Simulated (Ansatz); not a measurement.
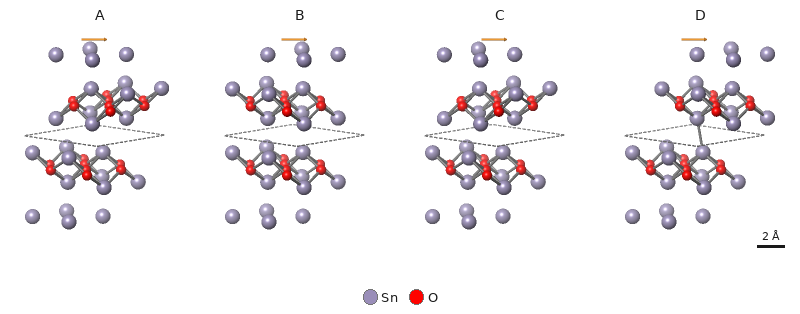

Crystalline SnO (Cmce): the crystal above a cut along the (0 0 1) plane of the conventional cell (between a plane of Sn below and one of Sn above, 2.64 Å apart) is slid rigidly by fractions of an in-plane lattice vector 5.38 Å long (a generalised stacking fault). One cut stands in each cell, which starts 9.9 Å high; nothing is relaxed, and the dashed outline marks the cut, the arrow on top the direction of slip. A ball-and-stick model of the layers on both sides of the cut, seen from the side, nearly along the cut plane.

Theory: Ansatz 0.2.0, DFT r2SCAN, scalar-relativistic, plane waves, PAW. Set-up: plane-wave cutoff 500 eV; k-point mesh 9 × 9 × 4; occupations gaussian; smearing width 0.03 eV; no spin polarisation. Energies (free energies at the smearing named) are counted from the relaxed crystal.

Q: Rank the frames from lowest to highest energy.

A: Lowest first: B (the slip 0.00, 0 mJ/m²), A (the slip 0.833, 293 mJ/m²), C (the slip 0.667, 1553 mJ/m²), D (the slip 0.417, 2472 mJ/m²). Over the whole scan: the curve starts and ends at zero, since a full lattice vector restores the crystal. Its highest computed point is 3094 mJ/m² at slip 0.50, which the unstable stacking-fault energy of this rigid path equals or slightly exceeds. No local minimum shows among the points, so there is no metastable fault on this line. The path is symmetric about half-way. Relaxation across the fault would lower the values. The band gap on the mesh, 0.50 eV in the reference, closes at 0.417, 0.50.

Limits of the set-up: layers or molecules are held without a dispersion correction, so their spacing is unreliable.
